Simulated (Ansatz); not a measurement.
Input

```
crystal:
  lattice:
    - [0.0, 1.7566572351, 1.7566572351]
    - [1.7566572351, 0.0, 1.7566572351]
    - [1.7566572351, 1.7566572351, 0.0]
  atoms:
    - { symbol: Co, position: [0.0, 0.0, 0.0] }
kpoints:
  mp_grid: { grid: [18, 18, 18] }
scf:
  occupations: { method: fermi_dirac, width: 0.05 }
hamiltonian:
  xc: pbe
  pseudopotentials: { kind: paw }
output:
  forces: true
  stress: true
  eigenvalues: true
  efg: { contact_densities: true }
  write_density: true
  write_potential: true
  elf: true
  volumetric_format: npy
```

Launched as:

```sh
ansatz run input.yaml --threads 1 --pin off --max-ram 3072MiB --backend cpu --events-out ev --progress --plain --runs-dir out
```

Below, planes, directions and counts refer to the conventional cell (a = 3.51 Å, b = 3.51 Å, c = 3.51 Å, α = 90.00°, β = 90.00°, γ = 90.00°).

Space group Fm-3m; a structure from a database of computed crystals, not necessarily the ambient phase; computed pressure about −11 GPa in this cell; computed without spin polarisation.

Computed with DFT, PBE, PAW with Ansatz's default frozen-core files, scalar-relativistic in Ansatz 0.2.0.

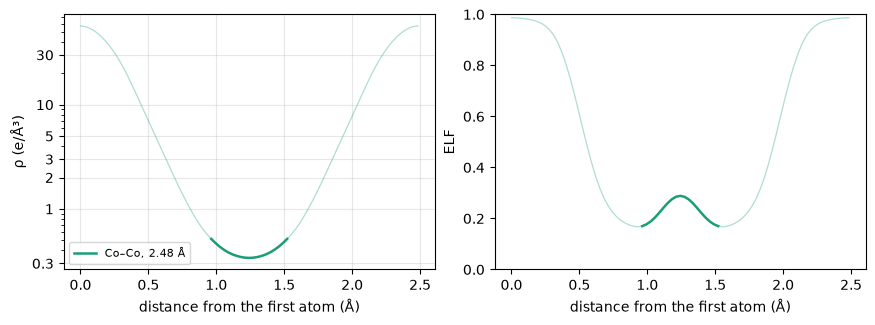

Co. Valence pseudo-density and electron localisation function along straight lines between neighbouring atoms. Thin, pale parts lie inside the atomic spheres.

Core electrons are frozen (PAW), and the valence fields are smoothed inside the atomic spheres.

What can be read from the curves?

Answer. Co–Co (2.48 Å): ρ at the midpoint is about 0.34 e/Å³; the ELF is about 0.30 at the midpoint; no localised pair shows between them.
